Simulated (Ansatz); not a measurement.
TiAl₃: several calculations on one system

## 1. Relaxation

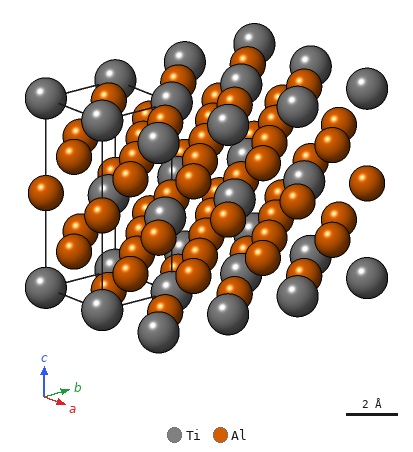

This is the input geometry for a relaxation of a crystal of TiAl3 (set up in I4/mmm). A spheres-only model of the conventional cell (2 times the calculation's cell), repeated 2 × 3 × 1 with one cell outlined, seen from a free direction. Lengths and directions refer to the drawn axes.

Case: relaxed at 50 GPa.

Level of theory: DFT PBEsol, scalar-relativistic, plane waves, PAW in Ansatz 0.2.0.

The input:
```yaml
crystal:
  lattice:
    - [-1.7616655727, 1.7616655727, 3.9365920827]
    - [1.7616655727, -1.7616655727, 3.9365920827]
    - [1.7616655727, 1.7616655727, -3.9365920827]
  atoms:
    - { symbol: Ti, position: [0.0, 0.0, 0.0] }
    - { symbol: Al, position: [0.5, 0.5, 0.0] }
    - { symbol: Al, position: [0.75, 0.25, 0.5] }
    - { symbol: Al, position: [0.25, 0.75, 0.5] }
basis:
  ecutwfc: 420
kpoints:
  mp_grid: { grid: [16, 16, 16] }
hamiltonian:
  xc: pbesol
scf:
  occupations: { method: gaussian, width: 0.1 }
output:
  forces: true
  stress: true
  eigenvalues: true
relax:
  adjacent_minimum: "off"
  f_tol: 0.008
  max_steps: 50
  cell: { stress_tol: 0.08, p_target: 50.0 }
```

Launched with:
```bash
ansatz run input.yaml --threads 1 --pin off --max-ram 2560MiB --backend cpu --events-out ev --progress --plain --runs-dir out
```

### What does the optimiser find from here?

The atoms keep their places relative to the cell (all moves are under 0.005 Å). The volume changes by −2.3 %, with a = b 3.523 → 3.497 Å (−0.7 %), c 7.873 → 7.809 Å (−0.8 %). Some distances before and after: Al2–Al3 2.642 → 2.621 Å, Ti1–Al3 2.642 → 2.621 Å, Ti1–Al2 2.491 → 2.473 Å, Al3–Al4 2.491 → 2.473 Å. The space group stays I4/mmm (No. 139). After 3 accepted moves (4 points after the start) the energy has risen by 0.324 eV per cell of the calculation. With the target pressure of 50 GPa, the enthalpy E + pV changes by −22.5 meV per cell of the calculation. All forces vanish by symmetry, so only the cell relaxes. The pressure goes from 43.65 to 49.98 GPa. The SCF was repeated once at an unchanged geometry on a basis and grid sized afresh for the cell, which shifted the energy by 0.4 meV per cell of the calculation at most. Cost: 60 s on 1 thread of Intel(R) Xeon(R) Platinum 8488C (Sapphire Rapids), on a shared host, peak memory 0.57 GiB.

## 2. Relaxation

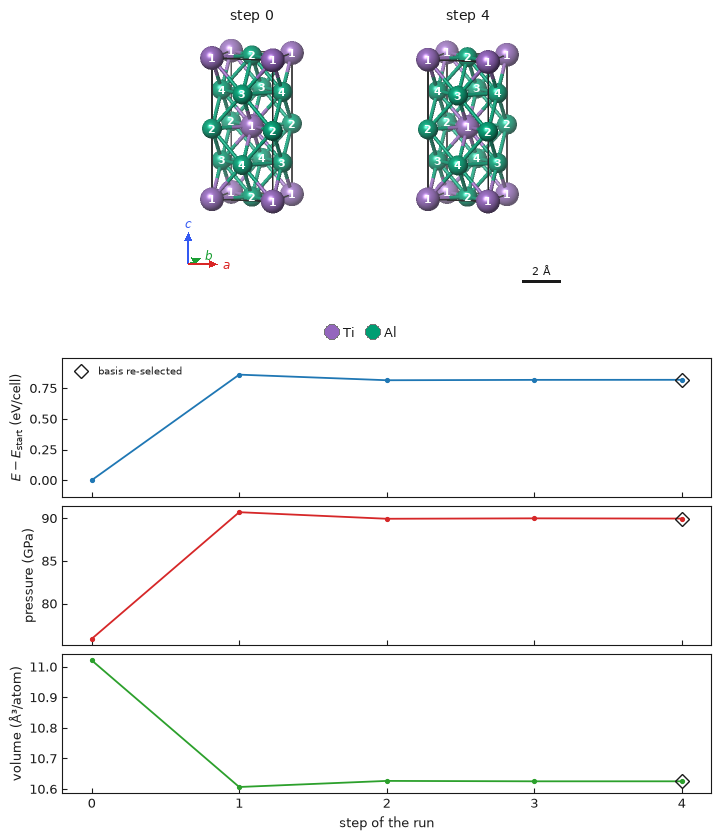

First and last geometry of a relaxation of crystalline TiAl₃ (set up in I4/mmm), with the history of the run. Style: ball-and-stick. Shown: the conventional cell (2 times the calculation's cell), slightly off an axis. Lengths and directions refer to the drawn axes.

Case: relaxed at 90 GPa.

All numbers below come from DFT PBEsol, scalar-relativistic, plane waves, PAW (Ansatz). Set-up: plane-wave cutoff 420 eV; k-point mesh 18 × 18 × 18; occupations gaussian; smearing width 0.1 eV; target pressure 90 GPa; no spin polarisation; cell and atoms relaxed; force threshold 0.008 eV/Å; at most 50 steps.

> Did the run converge, and what did it change?

It converged. The energy rises by 0.818 eV per cell of the calculation in 3 accepted moves (4 points after the start). With the target pressure of 90 GPa, the enthalpy E + pV changes by −71.7 meV per cell of the calculation. All forces vanish by symmetry, so only the cell relaxes. Pressure: 75.87 GPa at the start and 89.96 GPa at the end. The SCF was repeated once at an unchanged geometry on a basis and grid sized afresh for the cell, which shifted the energy by 0.5 meV per cell of the calculation at most. The atoms keep their places relative to the cell (all moves are under 0.005 Å). The drawn cell changes as follows: a = b 3.405 → 3.364 Å (−1.2 %), c 7.603 → 7.512 Å (−1.2 %); the volume changes by −3.6 %. Near-neighbour distances that change, for instance: Al2–Al3 2.552 → 2.521 Å, Ti1–Al3 2.552 → 2.521 Å, Ti1–Al2 2.408 → 2.379 Å, Al3–Al4 2.408 → 2.379 Å. The space group stays I4/mmm (No. 139). The run took 75 s on 1 thread of Intel(R) Xeon(R) Platinum 8488C (Sapphire Rapids) (shared host), peak memory 0.63 GiB.

## 3. A change

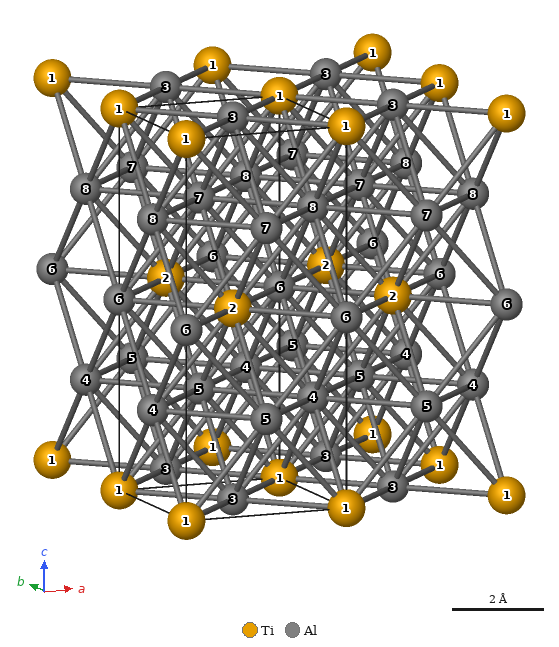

Reference structure: solid TiAl3 (set up in I4/mmm). Style: ball-and-stick. Shown: the cell of the calculation, repeated 2 × 2 × 1 with one cell outlined, slightly off an axis.

Method: DFT PBEsol, scalar-relativistic, plane waves, PAW (Ansatz 0.2.0). Set-up: plane-wave cutoff 420 eV; k-point mesh 10 × 10 × 4; occupations gaussian; smearing width 0.1 eV; no spin polarisation.

Now this is done to it. Equal strain along all axes, −3.0 %, is applied. Symmetry leaves the atoms no freedom, so this is a single point.

Question: What does the calculation give for the changed structure?

Answer: Energy change: +48.0 meV per atom. Pressure: 0.0 GPa before, 12.2 GPa after. The principal stresses (compression positive) are 12.0 GPa along c and 12.4 GPa across it. All forces vanish by symmetry. Among the bonded contacts that change: Al–Ti 2.866 → 2.780 Å, Al–Al 2.866 → 2.780 Å, Al–Al 2.698 → 2.617 Å, Al–Ti 2.698 → 2.617 Å. The space group stays I4/mmm (No. 139).

The changed structure in the same view:

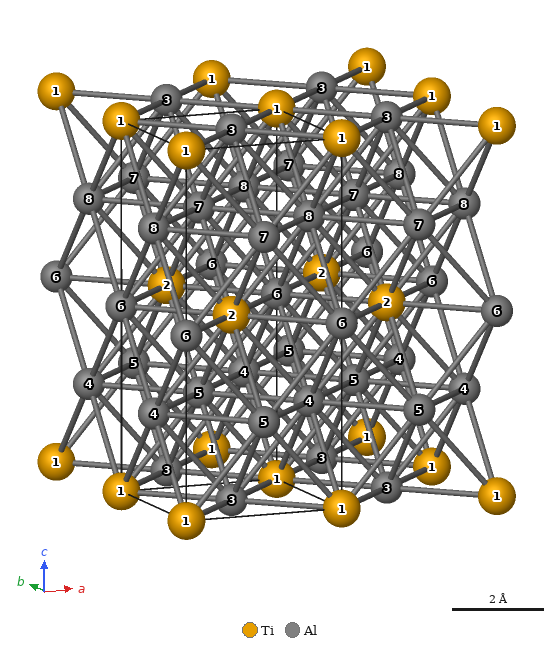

## 4. Series

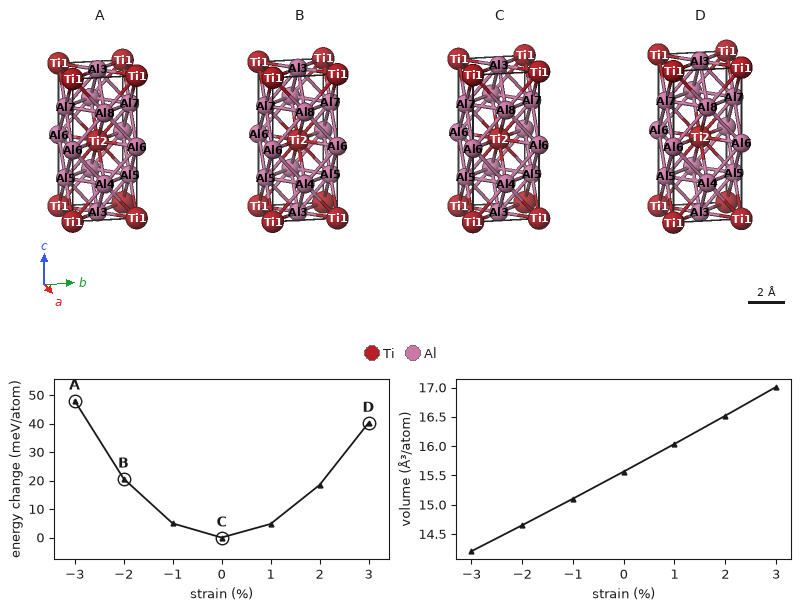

Members of a series of calculations on a crystal of TiAl3 (set up in I4/mmm), marked on the first curve. A ball-and-stick model of the cell of the calculation, seen slightly off an axis.

The calculation used DFT PBEsol, scalar-relativistic, plane waves, PAW in Ansatz. Set-up: plane-wave cutoff 420 eV; k-point mesh 10 × 10 × 4; occupations gaussian; smearing width 0.1 eV; no spin polarisation.

> Describe the series.

Equal strain along all axes, cell held, atoms relaxed. A (strain −3.0 %): energy change 48.0 meV/atom, volume 14.21 Å³ per atom. B (strain −2.0 %): energy change 20.7 meV/atom, volume 14.65 Å³ per atom. C (strain 0.0 %): energy change 0.0 meV/atom, volume 15.57 Å³ per atom. D (strain 3.0 %): energy change 40.2 meV/atom, volume 17.01 Å³ per atom. The rest compares A with D. The drawn cell changes as follows: a = b 3.701 → 3.930 Å (+6.2 %), c 8.297 → 8.811 Å (+6.2 %); the volume changes by +19.7 %. Some distances before and after: Al–Ti 2.780 → 2.952 Å, Al–Al 2.780 → 2.952 Å, Al–Al 2.617 → 2.779 Å.
